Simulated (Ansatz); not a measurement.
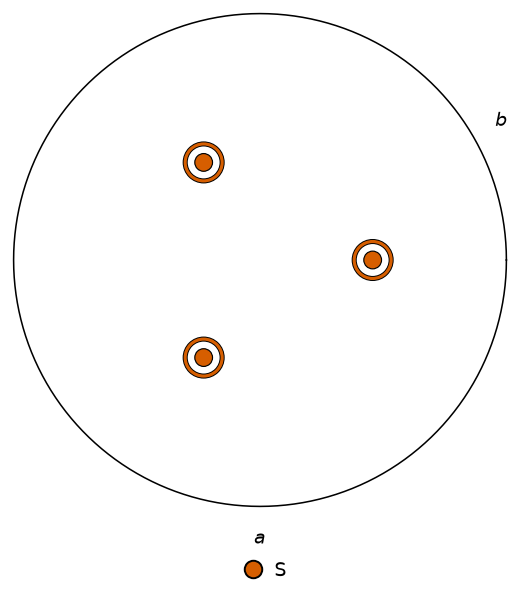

Directions from one tungsten atom at (1/3, 2/3, 0) to its bonded neighbours, in stereographic projection down c (filled: above the plane of the page or in it, open: below). Crystal: WS2, the geometry relaxed with DFT LDA, scalar-relativistic, plane waves, PAW (Ansatz 0.2.0). All values are computed from the atomic coordinates in the standard setting (tolerance 0.002 Å).

Neighbours are counted up to 3.05 Å for S.

```
CELL_PARAMETERS angstrom
3.12548 0.00000 0.00000
-1.56274 2.70675 0.00000
0.00000 0.00000 16.95311
ATOMIC_POSITIONS crystal
W 0.33333 0.66667 0.00000
S 0.66667 0.33333 0.90795
S 0.66667 0.33333 0.09205
```

How many neighbours are there, and at what angles?

6: 6 S at 2.39 Å. Angles between bonds: 82° (9×), 136° (6×).

What is the site's symmetry in the crystal?

Point group -6m2 (D3h), order 12: one −6 axis, three twofold axes, four mirror planes. In P-6m2 (No. 187) this is Wyckoff position 1c.
